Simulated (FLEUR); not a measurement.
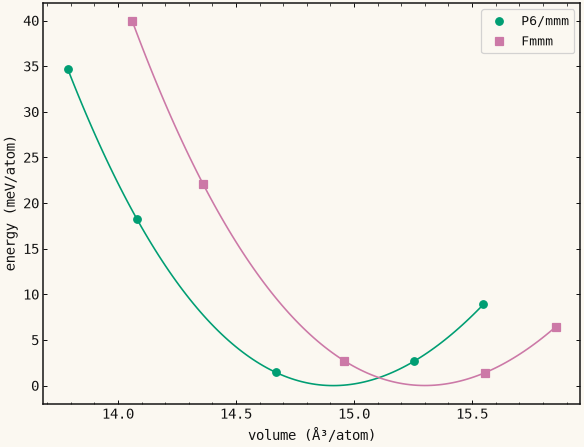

Plotted: energy against volume, with one curve for each structure, for Si. Each energy curve has its own zero, so the curves don't rank the structures.

Calculation (FLEUR MaX-R8.1 (later development tree)): all-electron LAPW DFT, no spin polarisation; energies at scaled volumes of the given cell, shape and fractions fixed, counted from the fit's minimum, third-order Birch-Murnaghan fit. Level: r2SCAN.

occupations Fermi–Dirac; smearing width 0.05 eV; potentials all electron.

Settings that differ: P6/mmm: k mesh 12×12×11; Fmmm: k mesh 8×8×8.

**Order the curves by fitted equilibrium volume, smallest first.**

P6/mmm 14.912, Fmmm 15.300 Å³/atom.

**Order the curves by fitted bulk modulus, smallest first.**

Fmmm 109.4, P6/mmm 113.5 GPa.

Note: shape and atomic fractions are frozen while scaling, which makes layered, chain and framework solids too stiff.

The computed values:

P6/mmm:
```tsv
volume (Å³/atom)	energy (meV/atom)
13.79	34.65
14.08	18.20
14.67	1.46
15.25	2.67
15.55	8.91
```

Fmmm:
```tsv
volume (Å³/atom)	energy (meV/atom)
14.06	39.94
14.36	22.13
14.96	2.71
15.56	1.43
15.86	6.46
```
